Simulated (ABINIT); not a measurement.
## HfN: phonon calculation (part 2 of 2)

HfN (F-43m, 2 atoms in the cell); Kohn-Sham DFT of a periodic cell, PBEsol, PseudoDojo NC SR PBEsol v0.4.1 standard, no spin polarisation (ABINIT 10.8.3); cutoff 979.61 eV, 4×4×4 k-mesh, fermi-dirac of 0.05 eV. The structure derives from a Materials Project entry.

Geometry of the input (Å; fractional positions):
```
0.0000  2.4548  2.4548
2.4548  0.0000  2.4548
2.4548  2.4548  0.0000
Hf 0.0000  0.0000  0.0000
N  0.2500  0.2500  0.2500
```

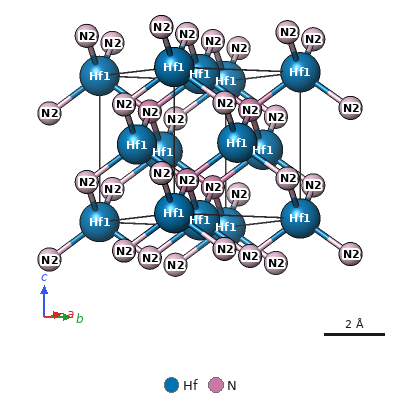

Fig. 1: The structure as given in the input (ball-and-stick view of the cell 4 times as large as that of the calculation, set on its symmetry axes, seen at an oblique angle; neighbours outside the cell are drawn fainter; atoms are numbered from 1 in the order of the input). An atom can appear more than once, as a periodic image.

**Log, continued**
```
--- !EnergyTerms
iteration_state     : {dtset: 1, }
comment             : Components of total free energy in Hartree
kinetic             :  2.14717456895914E+01
hartree             :  1.00275528901459E+01
xc                  : -1.71909857862582E+01
Ewald energy        : -4.69435781050377E+01
psp_core            :  2.32071981172991E+00
local_psp           : -3.81683685367553E+01
non_local_psp       :  1.65033158407356E+00
internal            : -6.68325824525104E+01
'-kT*entropy'       : -1.58992345442664E-04
total_energy        : -6.68327414448558E+01
total_energy_eV     : -1.81861154133375E+03
band_energy         : -7.50622733399791E+00
...

 Cartesian components of stress tensor (hartree/bohr^3)
  sigma(1 1)=  1.89978319E-04  sigma(3 2)=  0.00000000E+00
  sigma(2 2)=  1.89978319E-04  sigma(3 1)=  0.00000000E+00
  sigma(3 3)=  1.89978319E-04  sigma(2 1)=  0.00000000E+00

-Cartesian components of stress tensor (GPa)         [Pressure= -5.5894E+00 GPa]
- sigma(1 1)=  5.58935513E+00  sigma(3 2)=  0.00000000E+00
- sigma(2 2)=  5.58935513E+00  sigma(3 1)=  0.00000000E+00
- sigma(3 3)=  5.58935513E+00  sigma(2 1)=  0.00000000E+00

================================================================================
== DATASET  2 ==================================================================

--- !DatasetInfo
iteration_state: {dtset: 2, }
dimensions: {natom: 2, nkpt: 128, mband: 17, nsppol: 1, nspinor: 1, nspden: 1, mpw: 2070, }
cutoff_energies: {ecut:  36.0, pawecutdg:  -1.0, }
electrons: {nelect:   1.70000000E+01, charge:   0.00000000E+00, occopt:   3.00000000E+00, tsmear:   1.83747000E-03, }
meta: {optdriver: 1, rfphon: 1, }
...

 mkfilename : getwfk/=0, take file _WFK from output of DATASET   1.

 Real(R)+Recip(G) space primitive vectors, cartesian coordinates (Bohr,Bohr^-1):
 R(1)=  0.0000000  4.6389413  4.6389413  G(1)= -0.1077832  0.1077832  0.1077832
 R(2)=  4.6389413  0.0000000  4.6389413  G(2)=  0.1077832 -0.1077832  0.1077832
 R(3)=  4.6389413  4.6389413  0.0000000  G(3)=  0.1077832  0.1077832 -0.1077832
 Unit cell volume ucvol=  1.9965795E+02 bohr^3
 Angles (23,13,12)=  6.00000000E+01  6.00000000E+01  6.00000000E+01 degrees
 setup1 : take into account q-point for computing boxcut.

 getcut: wavevector=  0.0000  0.0000  0.0000  ngfft=  36  36  36
         ecut(hartree)=     36.000   => boxcut(ratio)=   2.03167
--------------------------------------------------------------------------------

 ==>  initialize data related to q vector <==

 The list of irreducible perturbations for this q vector is:
    1)    idir= 1    ipert=   1
    2)    idir= 1    ipert=   2

================================================================================

 The perturbation idir=   2  ipert=   1 is
 symmetric of a previously calculated perturbation.
 So, its SCF calculation is not needed.

 The perturbation idir=   3  ipert=   1 is
 symmetric of a previously calculated perturbation.
 So, its SCF calculation is not needed.

 The perturbation idir=   2  ipert=   2 is
 symmetric of a previously calculated perturbation.
 So, its SCF calculation is not needed.

 The perturbation idir=   3  ipert=   2 is
 symmetric of a previously calculated perturbation.
 So, its SCF calculation is not needed.

--------------------------------------------------------------------------------
 Perturbation wavevector (in red.coord.)   0.000000  0.000000  0.000000
 Perturbation : displacement of atom   1   along direction   1
 Found     2 symmetries that leave the perturbation invariant.
 symkpt : the number of k-points, thanks to the symmetries,
 is reduced to    72 .

--------------------------------------------------------------------------------

--------------------------------------------------------------------------------

 dfpt_looppert : total number of electrons, from k and k+q
  fully or partially occupied states are    1.700000E+01 and    1.700000E+01.
 Initialisation of the first-order wave-functions :
  ireadwf=   0

--- !BeginCycle
iteration_state: {dtset: 2, }
solver: {iscf: 7, nstep: 80, nline: 4, wfoptalg: 0, }
tolerances: {tolvrs: 1.00E-08, }
...

     iter   2DEtotal(Ha)        deltaE(Ha) residm    vres2
-ETOT  1   6.1107498130869     -1.499E+03 2.524E+00 4.516E+02
 ETOT  2   5.7403851748002     -3.704E-01 1.450E-01 1.472E+01
 ETOT  3   5.7345426083571     -5.843E-03 5.592E-04 1.024E+00
 ETOT  4   5.7342909372299     -2.517E-04 1.132E-04 1.480E-02
 ETOT  5   5.7342873843425     -3.553E-06 9.152E-07 9.460E-04
 ETOT  6   5.7342871904168     -1.939E-07 2.487E-07 2.181E-05
 ETOT  7   5.7342871818744     -8.542E-09 2.531E-09 3.549E-07
 ETOT  8   5.7342871818824      7.958E-12 4.033E-10 1.417E-07
 ETOT  9   5.7342871818119     -7.049E-11 8.221E-12 1.352E-08
 ETOT 10   5.7342871818026     -9.322E-12 1.350E-12 1.914E-11

 At SCF step   10       vres2   =  1.91E-11 < tolvrs=  1.00E-08 =>converged.
================================================================================

 ----iterations are completed or convergence reached----

 Mean square residual over all n,k,spin=   49.608E-16; max=  13.498E-13

 2DEtotal=    0.5734287182E+01 Ha. Also 2DEtotal=    0.156037903349E+03 eV
    (2DErelax=   -1.4996000606E+03 Ha. 2DEnonrelax=    1.5053343478E+03 Ha)
    (  non-var. 2DEtotal :    5.7342878206E+00 Ha)

--------------------------------------------------------------------------------
 Perturbation wavevector (in red.coord.)   0.000000  0.000000  0.000000
 Perturbation : displacement of atom   2   along direction   1
 Found     2 symmetries that leave the perturbation invariant.
 symkpt : the number of k-points, thanks to the symmetries,
 is reduced to    72 .

--------------------------------------------------------------------------------

--------------------------------------------------------------------------------

 dfpt_looppert : total number of electrons, from k and k+q
  fully or partially occupied states are    1.700000E+01 and    1.700000E+01.
 Initialisation of the first-order wave-functions :
  ireadwf=   0

--- !BeginCycle
iteration_state: {dtset: 2, }
solver: {iscf: 7, nstep: 80, nline: 4, wfoptalg: 0, }
tolerances: {tolvrs: 1.00E-08, }
...

     iter   2DEtotal(Ha)        deltaE(Ha) residm    vres2
-ETOT  1   7.4738141105645     -1.490E+03 1.477E+00 5.697E+03
 ETOT  2   5.7868470189551     -1.687E+00 9.353E-02 9.077E+01
 ETOT  3   5.7359749314037     -5.087E-02 1.404E-03 4.827E+00
 ETOT  4   5.7346407696887     -1.334E-03 8.027E-05 6.813E-02
 ETOT  5   5.7346222693007     -1.850E-05 3.411E-06 1.255E-03
 ETOT  6   5.7346216970573     -5.722E-07 1.779E-07 3.936E-05
 ETOT  7   5.7346216899373     -7.120E-09 1.377E-08 5.678E-06
 ETOT  8   5.7346216892875     -6.498E-10 4.966E-10 3.959E-06
 ETOT  9   5.7346216873462     -1.941E-09 4.530E-11 6.398E-09

 At SCF step    9       vres2   =  6.40E-09 < tolvrs=  1.00E-08 =>converged.
================================================================================

 ----iterations are completed or convergence reached----

 Mean square residual over all n,k,spin=   26.829E-14; max=  45.304E-12

 2DEtotal=    0.5734621687E+01 Ha. Also 2DEtotal=    0.156047005709E+03 eV
    (2DErelax=   -1.4914302883E+03 Ha. 2DEnonrelax=    1.4971649100E+03 Ha)
    (  non-var. 2DEtotal :    5.7346179962E+00 Ha)

================================================================================

 ---- first-order wavefunction calculations are completed ----

 ==> Compute Derivative Database <==

  Dynamical matrix, in cartesian coordinates,
   if specified in the inputs, asr has been imposed
     j1       j2             matrix element
  dir pert dir pert     real part    imaginary part

   1    1   1    1         0.1332327974         0.0000000000
   1    1   1    2        -0.1332327974        -0.0000000000

   2    1   2    1         0.1332327974         0.0000000000
   2    1   2    2        -0.1332327974        -0.0000000000

   3    1   3    1         0.1332327974         0.0000000000
   3    1   3    2        -0.1332327974        -0.0000000000

   1    2   1    1        -0.1332325412         0.0000000000
   1    2   1    2         0.1332325412        -0.0000000000

   2    2   2    1        -0.1332325412         0.0000000000
   2    2   2    2         0.1332325412        -0.0000000000

   3    2   3    1        -0.1332325412         0.0000000000
   3    2   3    2         0.1332325412        -0.0000000000

  Phonon wavevector (reduced coordinates) :  0.00000  0.00000  0.00000
 Phonon energies in Hartree :
   0.000000E+00  0.000000E+00  0.000000E+00  2.372255E-03  2.372255E-03
   2.372255E-03
 Phonon frequencies in cm-1    :
   0.000000E+00  0.000000E+00  0.000000E+00  5.206498E+02  5.206498E+02
   5.206498E+02

== END DATASET(S) ==============================================================
================================================================================

 -outvars: echo values of variables after computation  --------
            acell      1.8897261259E+00  1.8897261259E+00  1.8897261259E+00 Bohr
           etotal1    -6.6832741445E+01
           etotal2     5.7346216873E+00
            fcart1    -2.9022195666E-29 -2.9022195666E-29  8.7066586997E-29
                       2.9022195666E-29  2.9022195666E-29 -8.7066586997E-29
            fcart2     0.0000000000E+00  0.0000000000E+00  0.0000000000E+00
                       0.0000000000E+00  0.0000000000E+00  0.0000000000E+00
            rprim      0.0000000000E+00  2.4548220000E+00  2.4548220000E+00
                       2.4548220000E+00  0.0000000000E+00  2.4548220000E+00
                       2.4548220000E+00  2.4548220000E+00  0.0000000000E+00
           strten1     1.8997831941E-04  1.8997831941E-04  1.8997831941E-04
                       0.0000000000E+00  0.0000000000E+00  0.0000000000E+00
           strten2     0.0000000000E+00  0.0000000000E+00  0.0000000000E+00
                       0.0000000000E+00  0.0000000000E+00  0.0000000000E+00
           xangst      0.0000000000E+00  0.0000000000E+00  0.0000000000E+00
                       1.2274110000E+00  1.2274110000E+00  1.2274110000E+00
             xred      0.0000000000E+00  0.0000000000E+00  0.0000000000E+00
                       2.5000000000E-01  2.5000000000E-01  2.5000000000E-01
 Calculation completed.
```

**File anaddb.abo**
```
.Version 10.8.3 of ANADDB
================================================================================

 -outvars_anaddb: echo values of input variables ----------------------

 Miscellaneous information :
       eivec         1
         asr         1
      chneut         0
 First list of wavevector (reduced coord.) :
       nph1l         1
       qph1l
                     0.00000000E+00  0.00000000E+00  0.00000000E+00    1.000E+00

================================================================================

 read the DDB information and perform some checks

  ==== Info on the Cryst% object ====
 Real(R)+Recip(G) space primitive vectors, cartesian coordinates (Bohr,Bohr^-1):
 R(1)=  0.0000000  4.6389413  4.6389413  G(1)= -0.1077832  0.1077832  0.1077832
 R(2)=  4.6389413  0.0000000  4.6389413  G(2)=  0.1077832 -0.1077832  0.1077832
 R(3)=  4.6389413  4.6389413  0.0000000  G(3)=  0.1077832  0.1077832 -0.1077832
 Unit cell volume ucvol=  1.9965795E+02 bohr^3
 Angles (23,13,12)=  6.00000000E+01  6.00000000E+01  6.00000000E+01 degrees
 Time-reversal symmetry is present
 Reduced atomic positions [iatom, xred, symbol]:
    1)    0.0000000  0.0000000  0.0000000  Hf
    2)    0.2500000  0.2500000  0.2500000   N

 DDB file with 3 blocks has been read.

================================================================================

 Treat the first list of vectors

  Phonon wavevector (reduced coordinates) :  0.00000  0.00000  0.00000
 Phonon energies in Hartree :
   0.000000E+00  0.000000E+00  0.000000E+00  2.372255E-03  2.372255E-03
   2.372255E-03
 Phonon frequencies in cm-1    :
   0.000000E+00  0.000000E+00  0.000000E+00  5.206498E+02  5.206498E+02
   5.206498E+02

 Eigendisplacements
 (will be given, for each mode : in cartesian coordinates
   for each atom the real part of the displacement vector,
   then the imaginary part of the displacement vector - absolute values smaller than 1.0d-7 are set to zero)
  Mode number    1   Energy    0.000000E+00
 Attention : low frequency mode.
   (Could be unstable or acoustic mode)
   1  0.00000000E+00  0.00000000E+00  1.68813910E-03
      0.00000000E+00  0.00000000E+00  0.00000000E+00
   2  0.00000000E+00  0.00000000E+00  1.68814072E-03
      0.00000000E+00  0.00000000E+00  0.00000000E+00
  Mode number    2   Energy    0.000000E+00
 Attention : low frequency mode.
   (Could be unstable or acoustic mode)
   1  0.00000000E+00 -1.68813910E-03  0.00000000E+00
      0.00000000E+00  0.00000000E+00  0.00000000E+00
   2  0.00000000E+00 -1.68814072E-03  0.00000000E+00
      0.00000000E+00  0.00000000E+00  0.00000000E+00
  Mode number    3   Energy    0.000000E+00
 Attention : low frequency mode.
   (Could be unstable or acoustic mode)
   1  1.68813910E-03  0.00000000E+00  0.00000000E+00
      0.00000000E+00  0.00000000E+00  0.00000000E+00
   2  1.68814072E-03  0.00000000E+00  0.00000000E+00
      0.00000000E+00  0.00000000E+00  0.00000000E+00
  Mode number    4   Energy    2.372255E-03
   1  0.00000000E+00  0.00000000E+00  4.72901004E-04
      0.00000000E+00  0.00000000E+00  0.00000000E+00
   2  0.00000000E+00  0.00000000E+00 -6.02624301E-03
      0.00000000E+00  0.00000000E+00  0.00000000E+00
  Mode number    5   Energy    2.372255E-03
   1  0.00000000E+00 -4.72901003E-04  0.00000000E+00
      0.00000000E+00  0.00000000E+00  0.00000000E+00
   2 -2.39394417E-07  6.02624300E-03  0.00000000E+00
      0.00000000E+00  0.00000000E+00  0.00000000E+00
  Mode number    6   Energy    2.372255E-03
   1  4.72901003E-04  0.00000000E+00  0.00000000E+00
      0.00000000E+00  0.00000000E+00  0.00000000E+00
   2 -6.02624300E-03 -2.39394417E-07  0.00000000E+00
      0.00000000E+00  0.00000000E+00  0.00000000E+00

 Analysis of degeneracies and characters (maximum tolerance=1.00E-06 a.u.)
 For each vibration mode, or group of modes if degenerate,
 the characters are given for each symmetry operation (see the list in the log file).
 Symmetry characters of vibration mode #   1
       degenerate with vibration modes #   2 to    3
  3.0 -1.0 -1.0 -1.0  1.0 -1.0  1.0 -1.0  0.0  0.0 -0.0 -0.0  1.0 -1.0 -1.0  1.0
  0.0 -0.0 -0.0 -0.0  1.0  1.0 -1.0 -1.0
 Symmetry characters of vibration mode #   4
       degenerate with vibration modes #   5 to    6
  3.0 -1.0 -1.0 -1.0  1.0 -1.0  1.0 -1.0  0.0 -0.0  0.0 -0.0  1.0 -1.0 -1.0  1.0
  0.0  0.0 -0.0 -0.0  1.0  1.0 -1.0 -1.0

================================================================================

 anaddb : the run completed successfully.
```

**Key numbers**

```tsv
quantity	value
outcome	converged
space group (tolerance 0.01 Å)	F-43m (216)
electrons treated	17
free energy	−1818.6115 eV
Fermi energy	10.114 eV
pressure	−5.59 GPa
largest force (length of the vector)	under 0.001 eV/Å
wall time	39 s (CPU time 2.6 min)
peak memory	0.4 GiB
```

**Remarks**

Points of doubt noted for this run: cutoff too low for stress; k mesh coarse for metal response. Spin–orbit coupling is left out, which matters for Hf. The cell holds an odd number of electrons but the run has no spin polarisation, so a band is left half filled. The k-point mesh is coarse for a cell of this size, so the results may not be converged.
